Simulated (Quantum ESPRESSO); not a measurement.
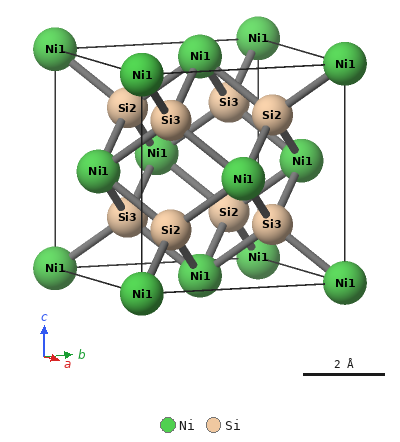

Figure 1. The structure as given in the input (ball-and-stick view of the cell 4 times as large as that of the calculation, set on its symmetry axes, seen slightly off an axis; atoms are numbered from 1 in the order of the input).

## NiSi2: single-point calculation (part 1 of 2)

NiSi2 (Fm-3m, 3 atoms in the cell), computed with Kohn-Sham DFT of a periodic cell, PBE, SG15 PBE 1.2, spin-polarised (Quantum ESPRESSO 7.5).

The structure derives from an entry of the Crystallography Open Database. The volume is scaled by 1.04.

## Log
```
This program is part of the open-source Quantum ESPRESSO suite
     for quantum simulation of materials; please cite
         "P. Giannozzi et al., J. Phys.:Condens. Matter 21 395502 (2009);
         "P. Giannozzi et al., J. Phys.:Condens. Matter 29 465901 (2017);
         "P. Giannozzi et al., J. Chem. Phys. 152 154105 (2020);
          URL
     in publications or presentations arising from this work. More details at

     Message from routine setup:
     using ibrav=0 with symmetry is DISCOURAGED, use correct ibrav instead

     G-vector sticks info
     --------------------
     sticks:   dense  smooth     PW     G-vecs:    dense   smooth      PW
     Sum        1039    1039    313                22075    22075    3527

     Using Slab Decomposition

     bravais-lattice index     =            0
     lattice parameter (alat)  =       7.3188  a.u.
     unit-cell volume          =     277.2031 (a.u.)^3
     number of atoms/cell      =            3
     number of atomic types    =            2
     number of electrons       =        26.00
     number of Kohn-Sham states=           23
     kinetic-energy cutoff     =      70.0000  Ry
     charge density cutoff     =     280.0000  Ry
     scf convergence threshold =      6.0E-10
     mixing beta               =       0.3000
     number of iterations used =            8  plain     mixing
     Exchange-correlation= PBE
                           (   1   4   3   4   0   0   0)

     celldm(1)=   7.318763  celldm(2)=   0.000000  celldm(3)=   0.000000
     celldm(4)=   0.000000  celldm(5)=   0.000000  celldm(6)=   0.000000

     crystal axes: (cart. coord. in units of alat)
               a(1) = (   0.000000   0.707107   0.707107 )
               a(2) = (   0.707107   0.000000   0.707107 )
               a(3) = (   0.707107   0.707107   0.000000 )

     reciprocal axes: (cart. coord. in units 2 pi/alat)
               b(1) = ( -0.707107  0.707107  0.707107 )
               b(2) = (  0.707107 -0.707107  0.707107 )
               b(3) = (  0.707107  0.707107 -0.707107 )

     PseudoPot. # 1 for Ni read from file:
     Ni_ONCV_PBE-1.2.upf
     Pseudo is Norm-conserving, Zval = 18.0
     Generated using ONCVPSP code by D. R. Hamann
     Using radial grid of  602 points,  6 beta functions with:
                l(1) =   0
                l(2) =   0
                l(3) =   1
                l(4) =   1
                l(5) =   2
                l(6) =   2

     PseudoPot. # 2 for Si read from file:
     Si_ONCV_PBE-1.2.upf
     Pseudo is Norm-conserving, Zval =  4.0
     Generated using ONCVPSP code by D. R. Hamann
     Using radial grid of  602 points,  4 beta functions with:
                l(1) =   0
                l(2) =   0
                l(3) =   1
                l(4) =   1

     atomic species   valence    mass     pseudopotential
     Ni               18.00    58.69340     Ni( 1.00)
     Si                4.00    28.08500     Si( 1.00)

     Starting magnetic structure
     atomic species   magnetization
     Ni              0.056
     Si              0.000

     48 Sym. Ops., with inversion, found

   Cartesian axes

     site n.     atom                  positions (alat units)
         1        Ni     tau(   1) = (   0.0000000   0.0000000   0.0000000  )
         2        Si     tau(   2) = (   1.0606602   1.0606602   1.0606602  )
         3        Si     tau(   3) = (   0.3535534   0.3535534   0.3535534  )

     number of k points=    35  Fermi-Dirac smearing, width (Ry)=  0.0037
                       cart. coord. in units 2pi/alat
        k(    1) = (   0.0000000   0.0000000   0.0000000), wk =   0.0013717
        k(    2) = (   0.0785674   0.0785674  -0.0785674), wk =   0.0109739
        k(    3) = (   0.1571348   0.1571348  -0.1571348), wk =   0.0109739
        k(    4) = (   0.2357023   0.2357023  -0.2357023), wk =   0.0109739
        k(    5) = (   0.3142697   0.3142697  -0.3142697), wk =   0.0109739
        k(    6) = (   0.1571348   0.0000000  -0.0000000), wk =   0.0082305
        k(    7) = (   0.2357023   0.0785674  -0.0785674), wk =   0.0329218
        k(    8) = (   0.3142697   0.1571348  -0.1571348), wk =   0.0329218
        k(    9) = (   0.3928371   0.2357023  -0.2357023), wk =   0.0329218
        k(   10) = (  -0.2357023  -0.3928371   0.3928371), wk =   0.0329218
        k(   11) = (  -0.1571348  -0.3142697   0.3142697), wk =   0.0329218
        k(   12) = (  -0.0785674  -0.2357023   0.2357023), wk =   0.0329218
        k(   13) = (  -0.0000000  -0.1571348   0.1571348), wk =   0.0164609
        k(   14) = (   0.3142697   0.0000000  -0.0000000), wk =   0.0082305
        k(   15) = (   0.3928371   0.0785674  -0.0785674), wk =   0.0329218
        k(   16) = (   0.4714045   0.1571348  -0.1571348), wk =   0.0329218
        k(   17) = (  -0.1571348  -0.4714045   0.4714045), wk =   0.0329218
        k(   18) = (  -0.0785674  -0.3928371   0.3928371), wk =   0.0329218
        k(   19) = (  -0.0000000  -0.3142697   0.3142697), wk =   0.0164609
        k(   20) = (   0.4714045   0.0000000  -0.0000000), wk =   0.0082305
        k(   21) = (   0.5499719   0.0785674  -0.0785674), wk =   0.0329218
        k(   22) = (  -0.0785674  -0.5499719   0.5499719), wk =   0.0329218
        k(   23) = (  -0.0000000  -0.4714045   0.4714045), wk =   0.0164609
        k(   24) = (   0.6285394   0.0000000  -0.0000000), wk =   0.0082305
        k(   25) = (  -0.0000000  -0.6285394   0.6285394), wk =   0.0164609
        k(   26) = (   0.3142697   0.1571348  -0.0000000), wk =   0.0329218
        k(   27) = (   0.3928371   0.2357023  -0.0785674), wk =   0.0658436
        k(   28) = (  -0.2357023  -0.3928371   0.5499719), wk =   0.0658436
        k(   29) = (   0.4714045   0.1571348  -0.0000000), wk =   0.0329218
        k(   30) = (  -0.1571348  -0.4714045   0.6285394), wk =   0.0658436
        k(   31) = (  -0.0785674  -0.3928371   0.5499719), wk =   0.0658436
        k(   32) = (  -0.0000000  -0.3142697   0.4714045), wk =   0.0329218
        k(   33) = (  -0.0785674  -0.5499719   0.7071068), wk =   0.0329218
        k(   34) = (  -0.0000000  -0.4714045   0.6285394), wk =   0.0329218
        k(   35) = (  -0.0785674  -0.3928371   0.7071068), wk =   0.0329218

     Dense  grid:    22075 G-vectors     FFT dimensions: (  40,  40,  40)

     Generating pointlists ...
     new r_m :   0.2526 (alat units)  1.8487 (a.u.) for type    1
     new r_m :   0.2526 (alat units)  1.8487 (a.u.) for type    2

     Initial potential from superposition of free atoms

     starting charge      25.8761, renormalised to      26.0000
     Starting wfcs are random

     Self-consistent Calculation

     iteration #  1     ecut=    70.00 Ry     beta= 0.30
     Davidson diagonalization with overlap
     ethr =  1.00E-02,  avg # of iterations = 10.8

     Threshold (ethr) on eigenvalues was too large:
     Diagonalizing with lowered threshold

     Davidson diagonalization with overlap
     ethr =  5.16E-04,  avg # of iterations =  1.5

     total energy              =    -324.14054411 Ry
     estimated scf accuracy    <       0.13622766 Ry

     total magnetization       =     0.14 Bohr mag/cell
     absolute magnetization    =     0.25 Bohr mag/cell

     iteration #  2     ecut=    70.00 Ry     beta= 0.30
     Davidson diagonalization with overlap
     ethr =  5.24E-04,  avg # of iterations =  1.1

     total energy              =    -324.14830550 Ry
     estimated scf accuracy    <       0.06618786 Ry

     total magnetization       =     0.16 Bohr mag/cell
     absolute magnetization    =     0.27 Bohr mag/cell

     iteration #  3     ecut=    70.00 Ry     beta= 0.30
     Davidson diagonalization with overlap
     ethr =  2.55E-04,  avg # of iterations =  1.0

     total energy              =    -324.15231442 Ry
     estimated scf accuracy    <       0.02357873 Ry

     total magnetization       =     0.11 Bohr mag/cell
     absolute magnetization    =     0.21 Bohr mag/cell

     iteration #  4     ecut=    70.00 Ry     beta= 0.30
     Davidson diagonalization with overlap
     ethr =  9.07E-05,  avg # of iterations =  1.2

     total energy              =    -324.15549059 Ry
     estimated scf accuracy    <       0.00162661 Ry

     total magnetization       =     0.05 Bohr mag/cell
     absolute magnetization    =     0.12 Bohr mag/cell

     iteration #  5     ecut=    70.00 Ry     beta= 0.30
     Davidson diagonalization with overlap
     ethr =  6.26E-06,  avg # of iterations =  4.6

     total energy              =    -324.15566420 Ry
     estimated scf accuracy    <       0.00153036 Ry

     total magnetization       =     0.01 Bohr mag/cell
     absolute magnetization    =     0.03 Bohr mag/cell

     iteration #  6     ecut=    70.00 Ry     beta= 0.30
     Davidson diagonalization with overlap
     ethr =  5.89E-06,  avg # of iterations =  1.5

     total energy              =    -324.15602126 Ry
     estimated scf accuracy    <       0.00040184 Ry

     total magnetization       =     0.01 Bohr mag/cell
     absolute magnetization    =     0.03 Bohr mag/cell

     iteration #  7     ecut=    70.00 Ry     beta= 0.30
     Davidson diagonalization with overlap
     ethr =  1.55E-06,  avg # of iterations =  1.2

     total energy              =    -324.15606309 Ry
     estimated scf accuracy    <       0.00009240 Ry

     total magnetization       =    -0.00 Bohr mag/cell
     absolute magnetization    =     0.01 Bohr mag/cell

     iteration #  8     ecut=    70.00 Ry     beta= 0.30
     Davidson diagonalization with overlap
     ethr =  3.55E-07,  avg # of iterations =  1.5

     total energy              =    -324.15607871 Ry
     estimated scf accuracy    <       0.00000057 Ry

     total magnetization       =     0.00 Bohr mag/cell
     absolute magnetization    =     0.00 Bohr mag/cell

     iteration #  9     ecut=    70.00 Ry     beta= 0.30
     Davidson diagonalization with overlap
     ethr =  2.20E-09,  avg # of iterations =  2.8

     total energy              =    -324.15607919 Ry
     estimated scf accuracy    <       0.00000019 Ry

     total magnetization       =     0.00 Bohr mag/cell
     absolute magnetization    =     0.00 Bohr mag/cell

     iteration # 10     ecut=    70.00 Ry     beta= 0.30
     Davidson diagonalization with overlap
     ethr =  7.27E-10,  avg # of iterations =  2.0

     total energy              =    -324.15607925 Ry
     estimated scf accuracy    <       0.00000031 Ry

     total magnetization       =     0.00 Bohr mag/cell
     absolute magnetization    =     0.00 Bohr mag/cell

     iteration # 11     ecut=    70.00 Ry     beta= 0.30
     Davidson diagonalization with overlap
     ethr =  7.27E-10,  avg # of iterations =  1.5

     total energy              =    -324.15607933 Ry
     estimated scf accuracy    <          3.7E-09 Ry

     total magnetization       =    -0.00 Bohr mag/cell
     absolute magnetization    =     0.00 Bohr mag/cell

     iteration # 12     ecut=    70.00 Ry     beta= 0.30
     Davidson diagonalization with overlap
     ethr =  1.41E-11,  avg # of iterations =  2.2

     total energy              =    -324.15607933 Ry
     estimated scf accuracy    <          8.2E-10 Ry

     total magnetization       =     0.00 Bohr mag/cell
     absolute magnetization    =     0.00 Bohr mag/cell

     iteration # 13     ecut=    70.00 Ry     beta= 0.30
     Davidson diagonalization with overlap
     ethr =  3.14E-12,  avg # of iterations =  1.8

     Magnetic moment per site  (integrated on atomic sphere of radius R)
     atom   1 (R=0.253)  charge= 16.6366  magn=  0.0000
     atom   2 (R=0.253)  charge=  1.8018  magn=  0.0000
     atom   3 (R=0.253)  charge=  1.8018  magn=  0.0000

     End of self-consistent calculation

 ------ SPIN UP ------------

          k = 0.0000 0.0000 0.0000 (  2733 PWs)   bands (ev):

   -91.4175 -51.7995 -51.7995 -51.7995  -0.3881   8.1285   8.1285   8.1285
     9.8020   9.8020  12.4900  14.7454  14.7454  14.7454  15.4190  15.4190
    15.4190  17.7404  17.7404  17.7404  19.9530  19.9530  22.1358

          k = 0.0786 0.0786-0.0786 (  2734 PWs)   bands (ev):

   -91.4175 -51.7996 -51.7995 -51.7995  -0.2106   7.7409   8.1842   8.1842
     9.7707   9.7707  12.2831  13.6015  14.0807  14.0807  15.9981  15.9981
    16.8850  17.3100  17.3100  17.5180  21.0426  21.0426  22.9338

          k = 0.1571 0.1571-0.1571 (  2752 PWs)   bands (ev):

   -91.4175 -51.7998 -51.7995 -51.7995   0.3166   6.7218   8.3253   8.3253
     9.7243   9.7243  11.0428  13.2298  13.2298  13.8502  15.6714  15.6714
    16.6103  18.1331  18.1331  18.7291  23.0810  23.0810  25.1077

          k = 0.2357 0.2357-0.2357 (  2761 PWs)   bands (ev):

   -91.4175 -51.8001 -51.7996 -51.7996   1.1747   5.3165   8.4715   8.4715
     9.7725   9.7725  10.0624  12.4225  12.4225  14.3906  15.1572  15.1572
    15.9636  19.7816  19.7816  20.3490  25.3742  25.3742  26.6010

          k = 0.3143 0.3143-0.3143 (  2758 PWs)   bands (ev):

   -91.4175 -51.8003 -51.7996 -51.7996   2.3066   3.8289   8.5434   8.5434
     9.6038   9.9278   9.9278  11.8431  11.8431  14.7530  14.9131  14.9131
    15.5402  21.6287  21.6287  22.1950  24.5729  24.5888  24.5888

          k = 0.1571 0.0000-0.0000 (  2734 PWs)   bands (ev):

   -91.4175 -51.7996 -51.7995 -51.7995  -0.1515   7.7533   8.1500   8.1500
     9.6560   9.8452  12.5229  13.2154  13.2154  14.3455  15.4693  16.2707
    17.2014  17.2014  18.1071  18.1071  20.0244  21.7630  23.1335

          k = 0.2357 0.0786-0.0786 (  2740 PWs)   bands (ev):

   -91.4175 -51.7997 -51.7996 -51.7995   0.2590   7.0634   8.2226   8.2723
     9.4899   9.8708  11.4825  12.4595  12.9018  13.7481  15.7828  16.2137
    17.1499  17.6468  18.9188  19.0927  21.2601  23.2506  24.7282

          k = 0.3143 0.1571-0.1571 (  2727 PWs)   bands (ev):

   -91.4175 -51.8000 -51.7996 -51.7996   1.0069   5.8623   8.3600   8.4115
     9.3973   9.9166  10.2489  11.8357  12.2678  13.7719  16.0026  16.2977
    16.8480  17.5489  20.5029  20.8030  23.4047  25.2604  26.6771

          k = 0.3928 0.2357-0.2357 (  2752 PWs)   bands (ev):

   -91.4175 -51.8002 -51.7997 -51.7996   2.0558   4.4181   8.4119   8.5038
     9.3614   9.7711   9.9834  11.4396  11.5433  13.8760  15.6611  16.3526
    16.4328  19.0907  22.1828  22.6140  24.3111  24.3267  26.3495

          k =-0.2357-0.3928 0.3928 (  2738 PWs)   bands (ev):

   -91.4175 -51.8003 -51.7997 -51.7996   2.8238   3.5311   8.2902   8.6195
     9.3225   9.8460   9.9473  11.0897  11.5882  14.0545  15.2880  15.9469
    16.7887  21.0817  21.4534  21.8971  24.9648  25.0879  25.3004

          k =-0.1571-0.3143 0.3143 (  2758 PWs)   bands (ev):

   -91.4175 -51.8002 -51.7997 -51.7996   1.6772   4.8955   8.1674   8.6641
     9.5804   9.6936   9.9640  11.1612  12.3001  14.4118  15.1282  15.4588
    17.3279  19.5193  19.8532  22.6528  23.7399  25.3345  27.1881

          k =-0.0786-0.2357 0.2357 (  2742 PWs)   bands (ev):

   -91.4175 -51.7999 -51.7996 -51.7995   0.7214   6.2669   8.1091   8.5400
     9.5169   9.8604  10.5745  11.5628  13.3498  14.6878  15.0910  15.2162
    17.8908  17.8920  18.4068  20.8645  22.3802  25.2308  26.0715

          k =-0.0000-0.1571 0.1571 (  2747 PWs)   bands (ev):

   -91.4175 -51.7997 -51.7995 -51.7995   0.0835   7.2649   8.1218   8.3305
     9.6362   9.8146  11.9257  12.1142  14.1218  14.5710  14.9108  16.0186
    17.0114  17.4387  17.9525  18.9287  20.9838  22.9598  24.1222

          k = 0.3143 0.0000-0.0000 (  2738 PWs)   bands (ev):

   -91.4175 -51.7998 -51.7996 -51.7996   0.5501   7.0091   8.2342   8.2342
     9.1039   9.9560  11.7298  11.7298  12.0060  12.5652  15.2851  17.2950
    18.5062  18.5062  20.1130  20.1130  20.2284  23.4639  25.5084

          k = 0.3928 0.0786-0.0786 (  2745 PWs)   bands (ev):

   -91.4175 -51.8000 -51.7997 -51.7997   1.1792   6.3289   8.2760   8.3427
     8.6983  10.0143  10.3947  11.1484  11.4638  12.9668  15.4691  17.9638
    18.0673  18.5535  21.5423  21.7206  21.7501  24.7300  26.6967

          k = 0.4714 0.1571-0.1571 (  2751 PWs)   bands (ev):

   -91.4175 -51.8001 -51.7998 -51.7997   2.1162   5.1673   7.8971   8.5140
     8.6067   9.7642  10.0133  10.8193  11.0087  13.3133  16.6166  17.0861
    18.0905  18.5714  22.9475  23.5566  23.9156  24.2221  25.1540

          k =-0.1571-0.4714 0.4714 (  2739 PWs)   bands (ev):

   -91.4175 -51.8002 -51.7998 -51.7997   3.2463   3.8650   7.4556   8.6861
     8.7137   9.7453   9.8514  10.6339  11.0113  13.5497  16.4249  17.4418
    18.4193  19.1698  21.6886  21.9211  25.5405  25.8818  26.8433

          k =-0.0786-0.3928 0.3928 (  2726 PWs)   bands (ev):

   -91.4175 -51.8001 -51.7999 -51.7997   2.4922   4.6253   7.3103   8.9060
     9.0312   9.3692  10.0881  10.4082  11.6222  13.8691  15.9540  16.8053
    19.4176  19.8263  19.9728  20.8412  24.4472  25.8434  27.6270

          k =-0.0000-0.3143 0.3143 (  2732 PWs)   bands (ev):

   -91.4175 -51.8000 -51.7998 -51.7996   1.4590   5.6517   7.6171   8.8288
     9.3008   9.7245  10.0061  10.6820  12.4841  14.3867  15.5285  15.8751
    18.4464  18.8061  19.4020  21.9413  23.4132  24.1873  27.6292

          k = 0.4714 0.0000-0.0000 (  2754 PWs)   bands (ev):

   -91.4175 -51.8001 -51.7997 -51.7997   1.6815   6.3587   7.6936   8.4210
     8.4210  10.0848  10.4374  10.5728  10.5728  12.5930  14.7966  19.6380
    19.6380  19.6893  20.5141  23.0395  23.0395  24.8309  26.4305

          k = 0.5500 0.0786-0.0786 (  2736 PWs)   bands (ev):

   -91.4175 -51.8002 -51.7998 -51.7998   2.4786   5.8140   6.8158   8.4417
     8.5816   9.7835  10.0016  10.3113  10.5113  12.8478  15.0958  18.8482
    19.7448  20.6614  22.2291  24.2104  24.2594  24.9776  25.3768

          k =-0.0786-0.5500 0.5500 (  2748 PWs)   bands (ev):
```
